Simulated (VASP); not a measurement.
Geometry relaxation, with input and output: CuO (part 2 of 3)

The same run, continued: CuO (P4/mmm, 6 atoms in the cell); Kohn-Sham DFT of a periodic cell, r2SCAN, VASP PAW PBE potentials, recommended, no spin polarisation (VASP 6.6.1); cutoff 600 eV, 7×7×7 k-mesh, Gaussian smearing of 0.05 eV. The structure derives from a Materials Project entry.

Geometry of the input (Å; fractional positions):
```
4.1609  0.0000  0.0000
0.0000  4.1609  0.0000
0.0000  0.0000  3.8876
Cu 0.5000  0.0000  0.5000
Cu 0.0000  0.5000  0.5000
Cu 0.0000  0.0000  0.0000
O  0.0000  0.0000  0.5000
O  0.5000  0.0000  0.0000
O  0.0000  0.5000  0.0000
```

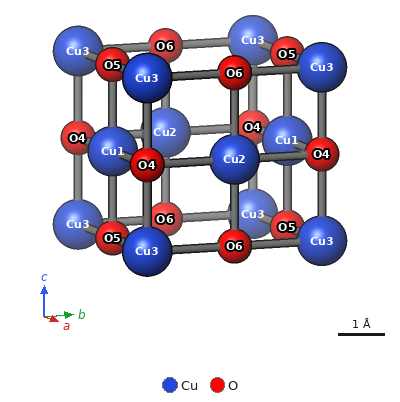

Fig. 1: The input geometry (ball-and-stick view of the cell of the calculation, seen slightly off an axis; atoms are numbered from 1 in the order of the input).

**Parts of OUTCAR, continued**
```
   k-points           NKPTS =     40   k-points in BZ     NKDIM =     40   number of bands    NBANDS=     30
   number of dos      NEDOS =    301   number of ions     NIONS =      6
   total plane-waves  NPLWV =  41472
   dimension x,y,z NGX =    36 NGY =   36 NGZ =   32
   dimension x,y,z NGXF=    72 NGYF=   72 NGZF=   64
   ions per type =               3   3
   NGX,Y,Z   is equivalent  to a cutoff of  14.38, 14.38, 13.68 a.u.
   NGXF,Y,Z  is equivalent  to a cutoff of  28.77, 28.77, 27.37 a.u.
 SYSTEM =  unknown system
   PREC   = accura    normal or accurate (medium, high low for compatibility)
   ISTART =      0    job   : 0-new  1-cont  2-samecut
   ICHARG =      2    charge: 1-file 2-atom 10-const
   ISPIN  =      1    spin polarized calculation?
   LNONCOLLINEAR =      F non collinear calculations
   LSORBIT =      F    spin-orbit coupling
   LASPH  =      T    aspherical Exc in radial PAW
   ENCUT  =  600.0 eV  44.10 Ry    6.64 a.u.   8.31  8.31  7.76*2*pi/ulx,y,z
   NELM   =    100;   NELMIN=  2; NELMDL= -5     # of ELM steps
   EDIFF  = 0.1E-05   stopping-criterion for ELM
   LREAL  =      F    real-space projection
   EDIFFG = -.2E-01   stopping-criterion for IOM
   NSW    =     40    number of steps for IOM
   IBRION =      2    ionic relax: 0-MD 1-quasi-New 2-CG
   NFREE  =      1    steps in history (QN), initial steepest desc. (CG)
   ISIF   =      3    stress and relaxation
   ISYM   =      2    0-nonsym 1-usesym 2-fastsym
   POTIM  = 0.5000    time-step for ionic-motion
   TEBEG  =    0.0;   TEEND  =   0.0 temperature during run
   PSTRESS=    0.0 pullay stress
   NELECT =      51.0000    total number of electrons
   NUPDOWN=      -1.0000    fix difference up-down
   EMIN   =  10.00;   EMAX   =-10.00  energy-range for DOS
   EFERMI =   0.00;   METHOD = LEGACY
   ISMEAR =     0;   SIGMA  =   0.05  broadening in eV -4-tet -1-fermi 0-gaus
   EFERMI_NEDOS =   21; number of points for ismear=-14 and -15
   IALGO  =     38    algorithm
   IMIX   =      4    mixing-type and parameters
     AMIX     =   0.40;   BMIX     =  1.00
     AMIX_MAG =   1.60;   BMIX_MAG =  1.00
  volume/ion in A,a.u.               =      11.22        75.70
  Fermi-wavevector in a.u.,A,eV,Ry     =   1.492481  2.820379 30.306951  2.227498
  Thomas-Fermi vector in A             =   2.605003
   LORBIT       =      0    0 simple, 1 ext, 2 COOP (PROOUT), +10 PAW based schemes
   METAGGA = R2SCAN    functional components
   LHFCALC =     F    Hartree Fock is set to
   AEXX    =    0.0000 exact exchange contribution
   IVDW    =     0    specifies the selected vdW correction
   LEPSILON=     F    determine dielectric tensor
   LRPA    =     F    only Hartree local field effects (RPA)
 conjugate gradient relaxation of ions
 non-spin polarized calculation
 Gauss-broadening in eV      SIGMA  =   0.05
  energy-cutoff  :      600.00
  volume of cell :       67.31
 maximum number of plane-waves:      2268
 NGX is ok and might be reduce to    36
   NGX = 17   NGY = 17   NGZ = 15

--------------------------------------- Ionic step        1  -------------------------------------------

 number of electron      51.0000019 magnetization

 Free energy of the ion-electron system (eV)
  ---------------------------------------------------
  ext. energy  EPLUGINS =         0.00000000
  ---------------------------------------------------
  free energy    TOTEN  =       -53.09594392 eV

  energy without entropy =      -53.09182385  energy(sigma->0) =      -53.09388389

------------------------ aborting loop because EDIFF is reached ----------------------------------------

  FORCE on cell =-STRESS in cart. coord.  units (eV):
  Direction    XX          YY          ZZ          XY          YZ          ZX
  --------------------------------------------------------------------------------------
  -------------------------------------------------------------------------------------
  Total       -1.3757978     -1.3757978     -2.3650958      0.0000000     -0.0000000      0.0000000
  in kB      -32.7488874    -32.7488874    -56.2977019      0.0000000     -0.0000000      0.0000000
  external PRESSURE =     -40.5984922 kB  Pullay stress =       0.0000000 kB

 VOLUME and BASIS-vectors are now :
 -----------------------------------------------------------------------------
  energy-cutoff  :      600.00
  volume of cell :       67.31
      direct lattice vectors                 reciprocal lattice vectors
     4.160937000  0.000000000  0.000000000     0.240330483  0.000000000  0.000000000
     0.000000000  4.160937000  0.000000000     0.000000000  0.240330483  0.000000000
     0.000000000  0.000000000  3.887643000     0.000000000  0.000000000  0.257225265

 POSITION                                       TOTAL-FORCE (eV/Angst)
 -----------------------------------------------------------------------------------
      2.08047      0.00000      1.94382         0.000000      0.000000      0.000000
      0.00000      2.08047      1.94382         0.000000      0.000000      0.000000
      0.00000      0.00000      0.00000         0.000000      0.000000      0.000000
      0.00000      0.00000      1.94382         0.000000      0.000000      0.000000
      2.08047      0.00000      0.00000         0.000000      0.000000      0.000000
      0.00000      2.08047      0.00000         0.000000      0.000000      0.000000
 -----------------------------------------------------------------------------------
    total drift:                                0.000000      0.000000      0.000000

  FREE ENERGIE OF THE ION-ELECTRON SYSTEM (eV)
  ---------------------------------------------------
  free  energy   TOTEN  =       -53.0959439192 eV

  energy  without entropy=      -53.0918238509  energy(sigma->0) =      -53.09388389

--------------------------------------- Ionic step        2  -------------------------------------------

 number of electron      50.9999984 magnetization

------------------------ aborting loop because EDIFF is reached ----------------------------------------

  FORCE on cell =-STRESS in cart. coord.  units (eV):
  Direction    XX          YY          ZZ          XY          YZ          ZX
  --------------------------------------------------------------------------------------
  -------------------------------------------------------------------------------------
  Total        0.7065268      0.7065268      2.4618009      0.0000000     -0.0000000      0.0000000
  in kB       17.5295474     17.5295474     61.0794325      0.0000000     -0.0000000      0.0000000
  external PRESSURE =      32.0461757 kB  Pullay stress =       0.0000000 kB

 VOLUME and BASIS-vectors are now :
 -----------------------------------------------------------------------------
  energy-cutoff  :      600.00
  volume of cell :       64.58
      direct lattice vectors                 reciprocal lattice vectors
     4.114908618  0.000000000  0.000000000     0.243018762  0.000000000  0.000000000
     0.000000000  4.114908618 -0.000000000     0.000000000  0.243018762  0.000000000
     0.000000000 -0.000000000  3.813713961     0.000000000  0.000000000  0.262211590

 POSITION                                       TOTAL-FORCE (eV/Angst)
 -----------------------------------------------------------------------------------
      2.05745     -0.00000      1.90686         0.000000     -0.000000      0.000000
      0.00000      2.05745      1.90686         0.000000     -0.000000      0.000000
      0.00000      0.00000      0.00000         0.000000      0.000000      0.000000
      0.00000     -0.00000      1.90686         0.000000      0.000000      0.000000
      2.05745      0.00000      0.00000         0.000000      0.000000      0.000000
      0.00000      2.05745     -0.00000         0.000000      0.000000      0.000000
 -----------------------------------------------------------------------------------
    total drift:                                0.000000      0.000000      0.000000

  FREE ENERGIE OF THE ION-ELECTRON SYSTEM (eV)
  ---------------------------------------------------
  free  energy   TOTEN  =       -53.1044332355 eV

  energy  without entropy=      -53.1001291870  energy(sigma->0) =      -53.10228121

--------------------------------------- Ionic step        3  -------------------------------------------

 number of electron      50.9999993 magnetization

------------------------ aborting loop because EDIFF is reached ----------------------------------------

  FORCE on cell =-STRESS in cart. coord.  units (eV):
  Direction    XX          YY          ZZ          XY          YZ          ZX
  --------------------------------------------------------------------------------------
  -------------------------------------------------------------------------------------
  Total       -0.2086784     -0.2086784      0.2966350      0.0000000     -0.0000000     -0.0000000
  in kB       -5.0853241     -5.0853241      7.2287553      0.0000000     -0.0000000     -0.0000000
  external PRESSURE =      -0.9806309 kB  Pullay stress =       0.0000000 kB

 VOLUME and BASIS-vectors are now :
 -----------------------------------------------------------------------------
  energy-cutoff  :      600.00
  volume of cell :       65.75
      direct lattice vectors                 reciprocal lattice vectors
     4.134772463  0.000000000  0.000000000     0.241851277  0.000000000  0.000000000
     0.000000000  4.134772463 -0.000000000     0.000000000  0.241851277  0.000000000
     0.000000000 -0.000000000  3.845618514     0.000000000  0.000000000  0.260036194

 POSITION                                       TOTAL-FORCE (eV/Angst)
 -----------------------------------------------------------------------------------
      2.06739     -0.00000      1.92281         0.000000      0.000000      0.000000
      0.00000      2.06739      1.92281         0.000000     -0.000000      0.000000
      0.00000      0.00000      0.00000         0.000000      0.000000      0.000000
      0.00000     -0.00000      1.92281         0.000000      0.000000      0.000000
      2.06739      0.00000      0.00000         0.000000      0.000000      0.000000
      0.00000      2.06739     -0.00000         0.000000      0.000000      0.000000
 -----------------------------------------------------------------------------------
    total drift:                                0.000000      0.000000      0.000000

  FREE ENERGIE OF THE ION-ELECTRON SYSTEM (eV)
  ---------------------------------------------------
  free  energy   TOTEN  =       -53.1179625588 eV

  energy  without entropy=      -53.1137184458  energy(sigma->0) =      -53.11584050

--------------------------------------- Ionic step        4  -------------------------------------------

 number of electron      50.9999993 magnetization

------------------------ aborting loop because EDIFF is reached ----------------------------------------

  FORCE on cell =-STRESS in cart. coord.  units (eV):
  Direction    XX          YY          ZZ          XY          YZ          ZX
  --------------------------------------------------------------------------------------
  -------------------------------------------------------------------------------------
  Total       -0.2574963     -0.2574963      0.2153761      0.0000000      0.0000000      0.0000000
  in kB       -6.2720182     -6.2720182      5.2460672      0.0000000      0.0000000      0.0000000
  external PRESSURE =      -2.4326564 kB  Pullay stress =       0.0000000 kB

 VOLUME and BASIS-vectors are now :
 -----------------------------------------------------------------------------
  energy-cutoff  :      600.00
  volume of cell :       65.78
      direct lattice vectors                 reciprocal lattice vectors
     4.135295754  0.000000000  0.000000000     0.241820672  0.000000000  0.000000000
     0.000000000  4.135295754 -0.000000000     0.000000000  0.241820672  0.000000000
     0.000000000 -0.000000000  3.846459004     0.000000000  0.000000000  0.259979373

 POSITION                                       TOTAL-FORCE (eV/Angst)
 -----------------------------------------------------------------------------------
      2.06765     -0.00000      1.92323         0.000000      0.000000      0.000000
      0.00000      2.06765      1.92323         0.000000     -0.000000      0.000000
      0.00000      0.00000      0.00000         0.000000      0.000000      0.000000
      0.00000     -0.00000      1.92323         0.000000      0.000000      0.000000
      2.06765      0.00000      0.00000         0.000000      0.000000      0.000000
      0.00000      2.06765     -0.00000         0.000000      0.000000      0.000000
 -----------------------------------------------------------------------------------
    total drift:                                0.000000      0.000000      0.000000

  FREE ENERGIE OF THE ION-ELECTRON SYSTEM (eV)
  ---------------------------------------------------
  free  energy   TOTEN  =       -53.1179538750 eV

  energy  without entropy=      -53.1137039707  energy(sigma->0) =      -53.11582892

--------------------------------------- Ionic step        5  -------------------------------------------

 number of electron      50.9999989 magnetization

------------------------ aborting loop because EDIFF is reached ----------------------------------------

  FORCE on cell =-STRESS in cart. coord.  units (eV):
  Direction    XX          YY          ZZ          XY          YZ          ZX
  --------------------------------------------------------------------------------------
  -------------------------------------------------------------------------------------
  Total       -0.1302397     -0.1302397      0.1322172      0.0000000      0.0000000      0.0000000
  in kB       -3.1790718     -3.1790718      3.2273424      0.0000000      0.0000000      0.0000000
  external PRESSURE =      -1.0436004 kB  Pullay stress =       0.0000000 kB

 VOLUME and BASIS-vectors are now :
```
